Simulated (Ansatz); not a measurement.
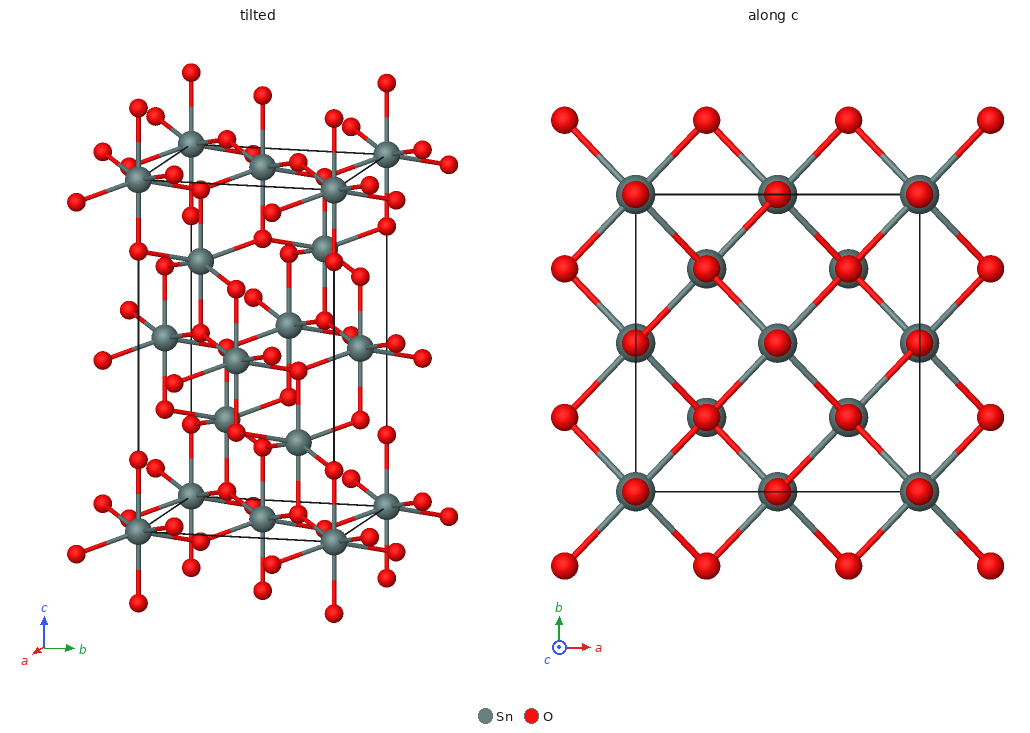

This ball-and-stick model is shown slightly off an axis and along the c axis. The conventional unit cell is drawn as a box. Some atoms of the next cells are drawn as well.

SnO₂, space group Fddd (No. 70), a = 5.53 Å, b = 5.78 Å, c = 10.20 Å, α = 90.00°, β = 90.00°, γ = 90.00°.

Method used: DFT, PBE, plane waves, PAW in Ansatz. It ran with a cutoff energy of 420 eV, k-points about 0.22 Å⁻¹ apart, Fermi-Dirac smearing of 0.02 eV, no spin polarisation.

### Metal or not?

A semiconductor at this level, with a gap of 1.68 eV, indirect; the smallest direct gap is 1.95 eV.

### Would the cell expand or shrink if it could?

The computed pressure is 6.8 GPa (compressed: it would expand).

Provenance: a structure listed in the Materials Project. The cell was then strained or its atoms displaced on purpose. A calculation with Ansatz used it as input.

At this level of theory the cell isn't at rest (compressed, at 7 GPa), so its distances can differ from those at equilibrium, the more so the softer the solid.
